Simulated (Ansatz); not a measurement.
## Ir4O: geometry relaxation (part 2 of 2)

Ir4O (slab, 5 atoms in the cell); DFT r2SCAN, scalar-relativistic, plane waves, PAW, no spin polarisation (Ansatz 0.2.0); cutoff 500 eV, 11×11×1 k-mesh, Gaussian smearing of 0.1 eV. The structure derives from an entry of the Crystallography Open Database. The input holds or restrains some coordinates. Forces given for the steps count only the free coordinates. It belongs to a series of runs on one base structure; here: O put at a bridge Ir-Ir site.

Geometry of the input (Å; fractional positions):
```
2.7183  0.0000  0.0000
0.0000  2.7183  0.0000
0.0000  0.0000  24.7663
Ir 0.5000  0.5000  0.3432
Ir 0.0000  0.0000  0.4208
Ir 0.5000  0.5000  0.4989
Ir 0.0000  0.0000  0.5726
O  0.0000  0.5000  0.6364
```

What the program printed, continued
```
SCF iter   1: F=—  HF=-48359.533420 eV  |F-HF|=—  |Δ(HF+E_count)|=         —  Δρ=1.96e-5  dr2=1.11e-6  dr2_τ=7.17e-8  ethr=1.50e-9  p=-0.076 e·Å  D=-7.55e-2 V/Å  ΔV_dip=1.87 eV  dr2_dipole=1.52e-9  V_vac-E_F(+/−)=7.54/5.67 eV  ⟨swp⟩=1.0  Hψ=4104  notcnv=0
efield: sawtooth ramp at fractional position 0.9698 (handed on by an earlier solve), width 0.0400; the density the first Hamiltonian is built on has a dipole p = -0.076 e·Å; the dipole correction subtracts the counter field D = -7.55e-2 V/Å, which shifts the + side's vacuum level by +1.87 eV against the − side's; the planar-averaged density in the ramp window peaks in size at 1.5e-5 e/Å³
preconditioner: auto → LDOS  [metal: Δε(μ)=0.011 eV  Ē_g=7.748 eV  σ=0.100 eV  W_gap=0.06  n_scr=30 (ndim 8)  ℏωp=17.8 eV  f_vac=0.596  D(μ)=4.77/eV (n_scr^D=16)  β→1.0]
SCF iter   2: F=—  HF=-48359.533421 eV  |F-HF|=—  |Δ(HF+E_count)|=   6.07e-7  Δρ=1.19e-5  dr2=4.66e-7  dr2_τ=2.88e-8  ethr=1.50e-9  p=-0.076 e·Å  D=-7.56e-2 V/Å  ΔV_dip=1.87 eV  dr2_dipole=1.14e-8  V_vac-E_F(+/−)=7.54/5.67 eV  ⟨swp⟩=2.0  Hψ=2299  notcnv=0
SCF iter   3: F=—  HF=-48359.533421 eV  |F-HF|=—  |Δ(HF+E_count)|=   5.95e-8  Δρ=6.04e-6  dr2=1.37e-7  dr2_τ=9.58e-9  ethr=6.30e-10  p=-0.076 e·Å  D=-7.55e-2 V/Å  ΔV_dip=1.87 eV  dr2_dipole=4.34e-11  V_vac-E_F(+/−)=7.54/5.67 eV  ⟨swp⟩=2.0  Hψ=2366  notcnv=0
SCF iter   4: F=-48359.533421 eV  HF=-48359.533421 eV  |F-HF|=5.12e-9  |Δ(HF+E_count)|=   3.98e-9  Δρ=2.52e-6  dr2=1.89e-8  dr2_τ=8.42e-10  ethr=1.35e-10  p=-0.076 e·Å  D=-7.55e-2 V/Å  ΔV_dip=1.87 eV  dr2_dipole=4.68e-11  V_vac-E_F(+/−)=7.54/5.67 eV  ⟨swp⟩=14.4  Hψ=13318  notcnv=0
SCF 5 converged in 4 iterations: F = -48359.533421 eV  dr2 = 1.89e-8
relax step   5: F+E_penalty+E_count = -48359.53342086 eV  Δ(F+E_penalty+E_count) = -8.090e-7 eV  max|allowed force component| = 1.747e-2 eV/Å  Δτ_max = 0.0000 Å  (4 SCF iters, accepted)
iter 1 solved again at ethr=2.53e-11 eV; its pass at ethr=3.10e-3 eV (dr2=1.87e-8 eV) is discarded
SCF iter   1: F=—  HF=-48359.533421 eV  |F-HF|=—  |Δ(HF+E_count)|=         —  Δρ=2.52e-6  dr2=1.89e-8  dr2_τ=8.42e-10  ethr=2.53e-11  p=-0.076 e·Å  D=-7.55e-2 V/Å  ΔV_dip=1.87 eV  dr2_dipole=4.68e-11  V_vac-E_F(+/−)=7.54/5.67 eV  ⟨swp⟩=1.0  Hψ=5125  notcnv=0
efield: sawtooth ramp at fractional position 0.9698 (kept from the solve that this one continues, or follows in the run), width 0.0400; the density the first Hamiltonian is built on has a dipole p = -0.076 e·Å; the dipole correction subtracts the counter field D = -7.55e-2 V/Å, which shifts the + side's vacuum level by +1.87 eV against the − side's; the planar-averaged density in the ramp window peaks in size at 1.5e-5 e/Å³
SCF iter   2: F=-48359.533421 eV  HF=-48359.533421 eV  |F-HF|=2.06e-9  |Δ(HF+E_count)|=   1.47e-8  Δρ=1.79e-6  dr2=9.22e-9  dr2_τ=9.45e-10  ethr=2.53e-11  p=-0.076 e·Å  D=-7.55e-2 V/Å  ΔV_dip=1.87 eV  dr2_dipole=8.96e-11  V_vac-E_F(+/−)=7.54/5.67 eV  ⟨swp⟩=12.8  Hψ=13058  notcnv=0
SCF 6 converged in 2 iterations: F = -48359.533421 eV  dr2 = 9.22e-9
```

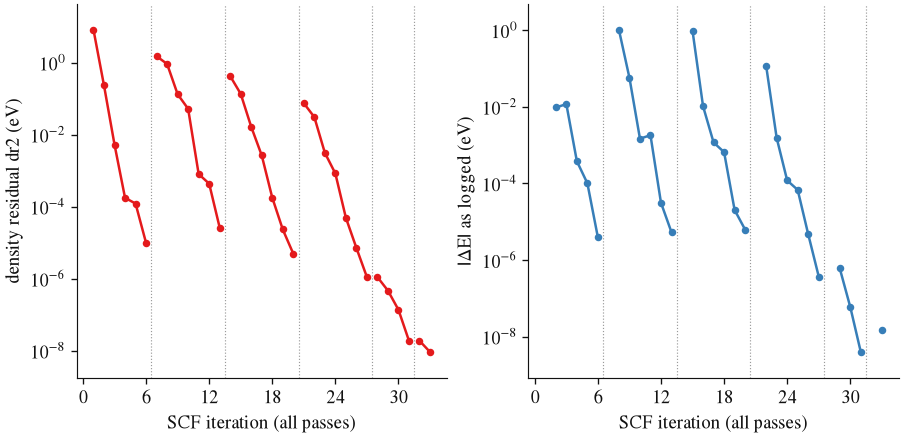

**Figure 1.** Convergence of the self-consistent field: density residual dr2 and size of the energy change against the SCF iteration. Dotted lines part the SCF passes that the log prints in full.

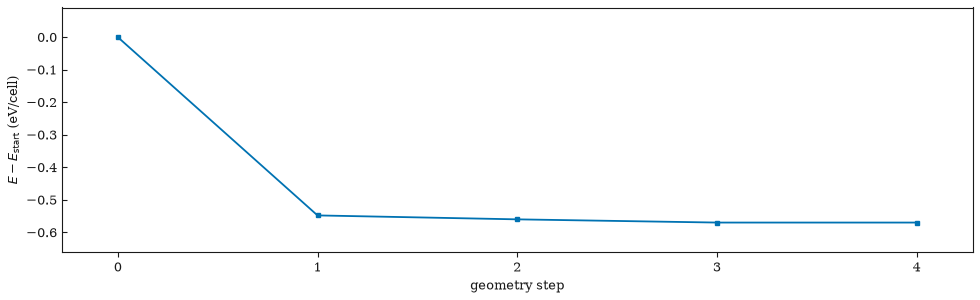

**Figure 2.** Progress of the restrained relaxation, step by step (the first geometry is step 0 here and step 1 in the log).

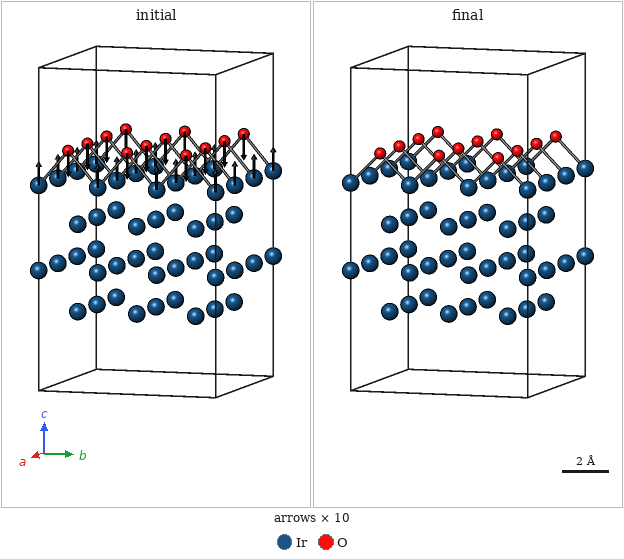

**Figure 3.** Before (left) and after (right) the restrained relaxation, at one scale (ball-and-stick view of the 3 × 3 repeat of the cell, with the vacuum cut short, seen slightly off an axis). The black arrows give the displacements, magnified 10 times. Over 4 geometry steps the energy falls by 0.570 eV per cell of the calculation. The largest force component goes from 5 to 0.017 eV/Å. The atom that moves furthest is O5 (0.12 Å). By element the largest moves are O 0.12 Å, Ir 0.11 Å. The lattice vectors keep their values. Among the contacts that change: Ir4–O5 2.084 → 1.918 Å. Among the angles that change: O5–Ir4–O5 81.4° → 90.2°, Ir4–O5–Ir4 81.4° → 90.2°. (Atoms are counted from 1 in the order of the input.)

```
WARN: The output density's exchange-correlation potential varies sharply where the density is thin. Do not read a vacuum level from v_tot or v_xc, or from such a field of the output density. On a cell that repeats whose density bears no net charge and no dipole along the vacuum's axis use v_es (v_loc + v_h of the components); under efield.dipole_correction with no amplitude use v_es + v_field, which holds any external_charges[].barrier, or the levels of the report's work_function block, which leave it out; under a non-zero efield.amplitude the vacuum is tilted and has no level; on a cell that repeats and bears such a dipole with no correction it is tilted too, and efield.dipole_correction with no amplitude gives each side of its ramp a level where efield: is served; in a cell that repeats whose density bears a net charge (total_charge, or a fill off its count) it is curved and has none; of a slab under crystal.periodic whose density bears no net charge use v_es, which has a level on each side, short of where the two are joined; of another it falls or rises all the way out and has none; of a slab beside external_charges read slab_vacuum_level instead, which it has where they leave it neutral. The grid or the basis barely resolves most such structure, and the values can differ between equally converged runs; as a rule a tighter scf.convergence.dr2_threshold does not remove it. Where the density itself ripples (under the LDA too) a higher basis.ecutwfc lessens it. The files hold the spikes' plane waves up to the density's cutoff. Files: v_tot_of_output_density and the like, and their columns of v_z.tsv (output.write_potential); v_xc_of_output_density and the like, and their columns of v_comp_z.tsv (output.write_potential_components). Measured: with its Gaussian average of σ = 0.25 Å subtracted twice, the exchange-correlation potential is over 0.1 eV at 6350 of the grid points where the equally averaged density (valence and model cores) is under 1e-3 e/Å³, and 0.535 eV at the most among them, at an averaged density of 4.7e-9 e/Å³. The input density's (outcome.potential() and, of a run that writes arrays, v_tot and v_xc) is over 0.1 eV, so measured, at 73 points of its own thin density, 0.229 eV at the most. See output.write_potential in the manual, Limitations
SCF converged after 2 iterations
Free energy (F): -48359.533421 eV
Harris-Foulkes:  -48359.533421 eV  (|F-HF|=2.06e-9)
Internal energy: -48359.509578 eV  (E = F + TS)
E sigma→0 (E₀):  -48359.521499 eV
Entropy (-TS):   -0.023843 eV (-4.769 meV/atom)
Fermi energy:    3.833113 eV
Dipole field:    D = -0.075527 V/Å  (p = -0.076382 e·Å, saw-weighted, corrected)
Work function:   Φ+ = 7.5420 eV   Φ− = 5.6715 eV
Levels:          The Fermi level and band energies are counted from a zero that moves with the ramp; work functions are not
--- Per-component energies (eV) ---
  E_band       = -1900.226024
  E_kinetic    = 2661.116792
  E_local      = -126808.491727  (includes V_loc(G=0)·N_el)
  E_nonlocal   = 344.465631
  E_hartree    = 62121.127275
  E_xc         = -1090.036300
  E_vxc        = -1432.837787  (∫ρ·V_xc dr)
  E_paw        = -37157.661703  (= ΣΔE_a)
  E_vpaw       = -994.224151  (= ΣTr[D̂ρ^β])
  E_aug_tail   = 0.000985  (compensation charges beyond the density's cutoff)
  E_vtau       = 89.685514  (kinetic-family band-sum trace: ∫τ·v_τ [+ j·A + Jᵃ·Aᵃ] dr)
  E_efield     = 0.002884  (sawtooth field / dipole correction)
  E_vefield    = -2.204956  (∫n·V_field dr)
  E_ewald      = 51571.266100
  E_core_change = -1.299515  (= ΣΔE_core)
  E_smearing   = -0.023843  (= −TS)
  E_closure    = 0.000000  (closes the sum)
  Σ components = -48359.533421   (vs F -48359.533421, Δ=0.00e0)
--- Forces (eV/Å), atoms counted from 1 ---
  atom   1  Ir     0.00000000     0.00000000     1.21577977
  atom   2  Ir     0.00000000     0.00000000    -1.22781035
  atom   3  Ir     0.00000000     0.00000000     0.00321275
  atom   4  Ir     0.00000000     0.00000000    -0.00856267
  atom   5  O      0.00000000     0.00000000     0.01745227
  max |Σ_I F_I| component: 7.18e-5 eV/Å
--- Band table (eV; the first three rows and the last of 36) ---
  k-point 0: bands = ["-91.4985", "-91.0753", "-91.0126", "-90.2215", "-47.9477", "-47.6553", "-47.5056", "-47.3153", "-47.1531", "-47.1495", "-47.1296", "-46.9922", "-46.9881", "-46.3762", "-46.2844", "-46.2812", "-16.7063", "-6.7313", "-4.8059", "-4.2445", "-3.5144", "-3.2667", "-2.7524", "-2.2830", "-1.5520", "-0.4097", "-0.1066", "0.6221", "0.7897", "1.1675", "1.4244", "2.2252", "2.3004", "2.4106", "2.5953", "2.7591", "3.3068", "4.0557", "4.1183", "4.4814", "4.8038", "4.9708", "5.2134", "6.5444", "9.5856"]
  k-point 1: bands = ["-91.4964", "-91.0726", "-91.0114", "-90.2196", "-47.9401", "-47.7008", "-47.4970", "-47.3104", "-47.2146", "-47.1444", "-47.1043", "-47.0228", "-46.9927", "-46.3734", "-46.3182", "-46.2788", "-16.6652", "-6.5155", "-4.6242", "-4.0099", "-3.3986", "-3.0672", "-2.6835", "-2.4095", "-1.4150", "-0.2754", "-0.0293", "0.3550", "0.7385", "0.8520", "1.4470", "1.9756", "2.1879", "2.3187", "2.6919", "3.1483", "3.3387", "3.5632", "3.5730", "4.4727", "4.6706", "5.1954", "5.9076", "6.7814", "9.7670"]
  k-point 2: bands = ["-91.4908", "-91.0652", "-91.0084", "-90.2145", "-47.9209", "-47.8126", "-47.4866", "-47.3197", "-47.2974", "-47.1298", "-47.1073", "-47.0980", "-46.9948", "-46.4095", "-46.3646", "-46.2726", "-16.5627", "-5.9383", "-4.2712", "-3.4531", "-3.0480", "-2.7682", "-2.5359", "-2.1529", "-1.0569", "-0.2338", "0.1587", "0.1955", "0.2350", "0.5800", "1.3981", "1.4156", "1.9993", "2.3671", "2.4060", "2.7433", "2.8052", "3.6490", "4.1982", "4.2169", "4.8699", "5.0003", "6.4303", "8.0159", "10.3005"]
  k-point 35: bands = ["-91.4493", "-91.0153", "-90.9769", "-90.1741", "-48.0890", "-47.7859", "-47.7212", "-47.5850", "-47.5595", "-47.3534", "-47.3265", "-47.2405", "-47.2275", "-46.6594", "-46.6562", "-46.3342", "-15.8796", "-4.0255", "-3.9329", "-3.2193", "-3.1280", "-3.0559", "-2.3907", "-1.8204", "-1.5707", "-1.5029", "-0.2898", "0.5415", "1.2011", "1.8486", "3.0322", "3.3147", "3.6768", "4.2220", "4.3325", "4.7724", "5.2108", "5.3059", "5.5036", "5.8898", "7.3723", "8.8784", "10.3873", "11.7575", "12.4828"]
--- Relaxed structure (5 steps of the walk, 5 accepted, 0 SCFs on fresh bases) ---
  F+E_penalty+E_count = -48359.53342086 eV   max|allowed force component| = 1.747e-2 eV/Å
  atoms:
    - { symbol: Ir, position: [0.5, 0.5, 0.3432076991] }
    - { symbol: Ir, position: [0.0, 0.0, 0.4208176488] }
    - { symbol: Ir, position: [0.5, 0.5, 0.4986072768852317] }
    - { symbol: Ir, position: [0.0, 0.0, 0.5769583437164743] }
    - { symbol: O, position: [0.0, 0.5, 0.6316139935123508] }
```

Trajectory as extended XYZ (Å, eV, eV/Å), 5 frames, from step=1 to step=5
```
5
Lattice="2.7183 0.0000 0.0000 0.0000 2.7183 0.0000 0.0000 0.0000 24.7663" Properties=species:S:1:pos:R:3:forces:R:3 step=1 energy=-48358.96368
Ir    1.3591    1.3591    8.5000    0.0000   0.0000   1.2541
Ir    0.0000    0.0000   10.4221    0.0000   0.0000  -1.5167
Ir    1.3591    1.3591   12.3569    0.0000   0.0000  -0.7813
Ir    0.0000    0.0000   14.1807    0.0000   0.0000   5.0050
O     0.0000    1.3591   15.7607    0.0000   0.0000  -3.9612
5
Lattice="2.7183 0.0000 0.0000 0.0000 2.7183 0.0000 0.0000 0.0000 24.7663" Properties=species:S:1:pos:R:3:forces:R:3 step=2 energy=-48359.51145
Ir    1.3591    1.3591    8.5000    0.0000   0.0000   1.2983
Ir    0.0000    0.0000   10.4221    0.0000   0.0000  -0.7691
Ir    1.3591    1.3591   12.3913    0.0000   0.0000  -0.0400
Ir    0.0000    0.0000   14.3733    0.0000   0.0000  -0.3160
O     0.0000    1.3591   15.7317    0.0000   0.0000  -0.1721
5
Lattice="2.7183 0.0000 0.0000 0.0000 2.7183 0.0000 0.0000 0.0000 24.7663" Properties=species:S:1:pos:R:3:forces:R:3 step=3 energy=-48359.52355
Ir    1.3591    1.3591    8.5000    0.0000   0.0000   1.1640
Ir    0.0000    0.0000   10.4221    0.0000   0.0000  -1.5253
Ir    1.3591    1.3591   12.3235    0.0000   0.0000   0.0408
Ir    0.0000    0.0000   14.2423    0.0000   0.0000   0.0008
O     0.0000    1.3591   15.5859    0.0000   0.0000   0.3198
5
Lattice="2.7183 0.0000 0.0000 0.0000 2.7183 0.0000 0.0000 0.0000 24.7663" Properties=species:S:1:pos:R:3:forces:R:3 step=4 energy=-48359.53342
Ir    1.3591    1.3591    8.5000    0.0000   0.0000   1.2156
Ir    0.0000    0.0000   10.4221    0.0000   0.0000  -1.2279
Ir    1.3591    1.3591   12.3487    0.0000   0.0000   0.0031
Ir    0.0000    0.0000   14.2891    0.0000   0.0000  -0.0083
O     0.0000    1.3591   15.6428    0.0000   0.0000   0.0179
5
Lattice="2.7183 0.0000 0.0000 0.0000 2.7183 0.0000 0.0000 0.0000 24.7663" Properties=species:S:1:pos:R:3:forces:R:3 step=5 energy=-48359.53342
Ir    1.3591    1.3591    8.5000    0.0000   0.0000   1.2157
Ir    0.0000    0.0000   10.4221    0.0000   0.0000  -1.2279
Ir    1.3591    1.3591   12.3487    0.0000   0.0000   0.0032
Ir    0.0000    0.0000   14.2891    0.0000   0.0000  -0.0085
O     0.0000    1.3591   15.6428    0.0000   0.0000   0.0175
```

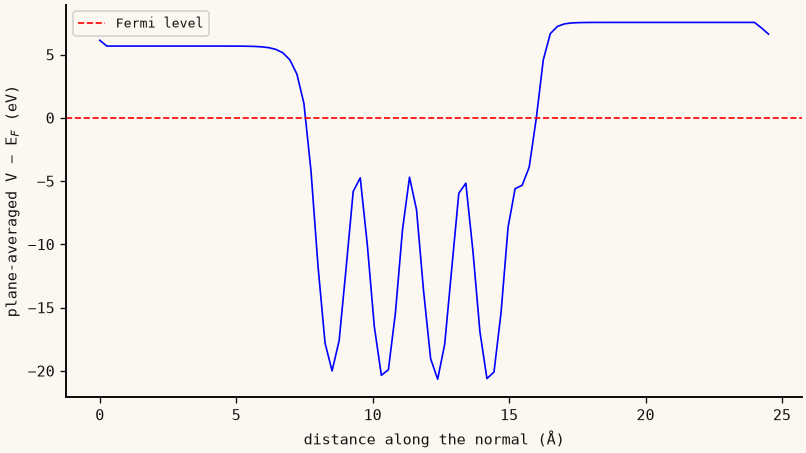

**Figure 4.** Plane average of the electrostatic potential energy of an electron across the cell, from the Fermi level. The vacuum level lies 7.54 eV above the Fermi level on the upper side and 5.67 eV on the lower.

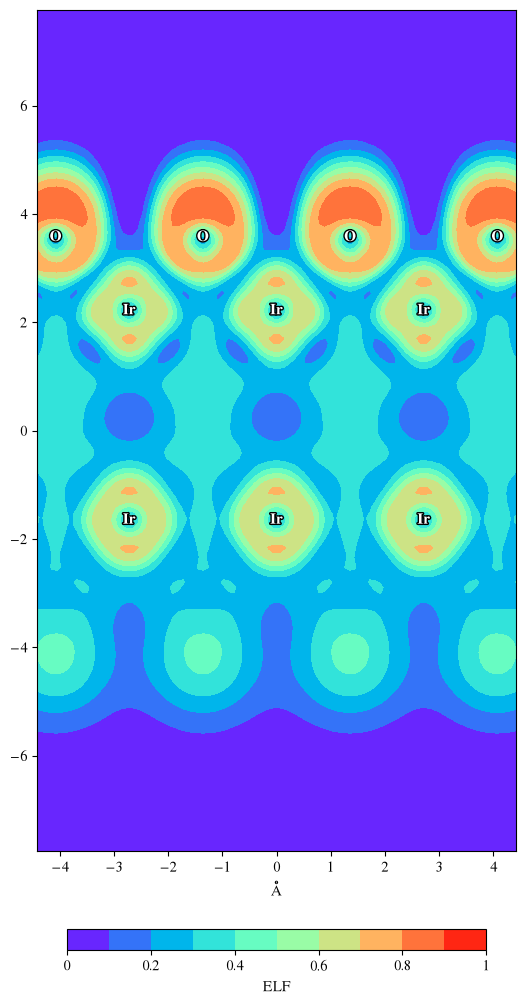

**Figure 5.** ELF on the (100) plane of the calculation cell, a cut from vacuum to vacuum. Ir–O (1.92 Å): the ELF peaks at about 0.80 in the valence shell of O, 0.6 Å from its nucleus, and drops to about 0.25 between the two atoms (a polar contact without a shared pair, in a metal). The strong features right at Ir lie inside the PAW spheres (semicore, d or f shells) and say nothing about bonding. In a PAW calculation such maps are meaningful between the atoms, not at the nuclei.

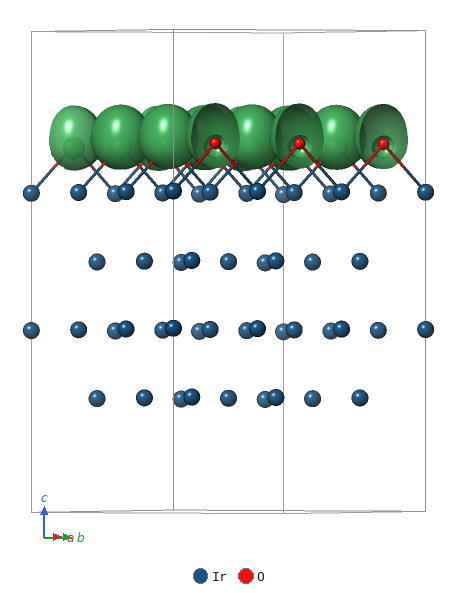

**Figure 6.** Isosurface of the electron localisation function at 0.65 (green), seen at an oblique angle. Only the valence region is drawn (cores and ρ < 0.01 e/Å³ removed). Sticks mark near contacts. Values along the shortest contacts: Ir–O (1.92 Å): the ELF peaks at about 0.80 in the valence shell of O, 0.6 Å from its nucleus, and drops to about 0.25 between the two atoms (no shared pair; the contact is polar).
